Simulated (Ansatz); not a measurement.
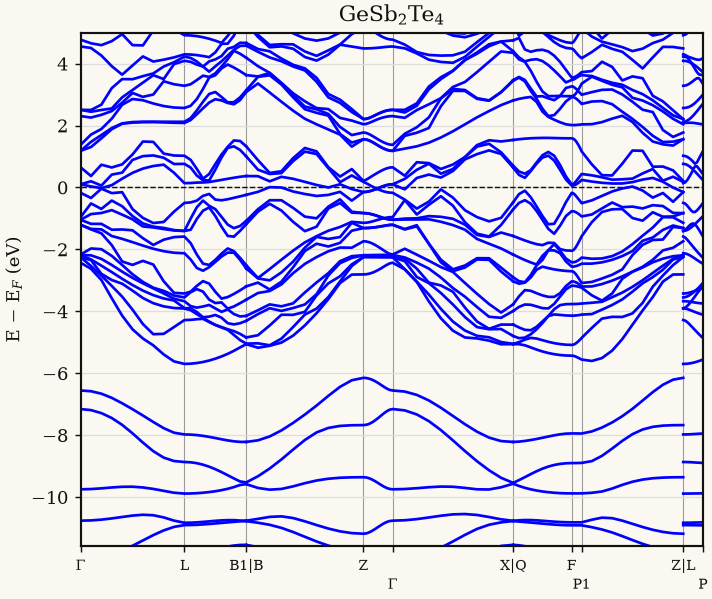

Band structure. Energies are counted from the Fermi level.

> Which Bravais lattice do the labels of the path belong to?

A rhombohedral lattice: the path Γ–L–B1|B–Z–Γ–X|Q–F–P1–Z|L–P runs through the special points of its Brillouin zone.

System: GeSb2Te4, space group R-3m (No. 166), 7 atoms in the primitive cell.

Space group R-3m:H (No. 166). a = 4.319 Å, b = 4.319 Å, c = 39.684 Å, α = 90.00°, β = 90.00°, γ = 120.00°
```tsv
atom	site	symmetry	x	y	z
Te	6c	3m	0.0000	0.0000	0.7090
Te	6c	3m	0.6667	0.3333	0.9030
Sb	6c	3m	0.0000	0.0000	0.8594
Ge	3a	-3m	0.0000	0.0000	0.0000
```

Level of theory: LDA, Ansatz PAW, no spin polarisation, no spin-orbit coupling, 7×7×7 k mesh, 420 eV cutoff, Fermi-Dirac smearing of 0.05 eV; code Ansatz 0.2.0.

> Is there a gap at the Fermi level?

A metal: bands cross the Fermi level along this path.

> Which levels at Γ lie nearest to the Fermi level?

At Γ the nearest levels lie 0.17 eV below and 0.10 eV above the Fermi level.

Spin-orbit coupling is left out, which matters for Te and Sb. The bands overlap only a little at an even electron count, and semilocal functionals can close small gaps, so the real material need not be a metal. The PAW data sets were made with another functional. The cell is at −4 GPa in this functional. The cell is a database's computed one. Bands are joined in order of energy, so crossings between the computed points show as kinks or gaps. In reduced coordinates of the cell that was run, L is (0.5, 0, 0), B1 is (0.5, 0.173, −0.173), B is (0.827, 0.5, 0.173), Z is (0.5, 0.5, 0.5), X is (0.336, 0, −0.336), Q is (0.664, 0.336, 0), F is (0.5, 0.5, 0), P1 is (0.664, 0.664, 0.173) and P is (0.827, 0.336, 0.336).
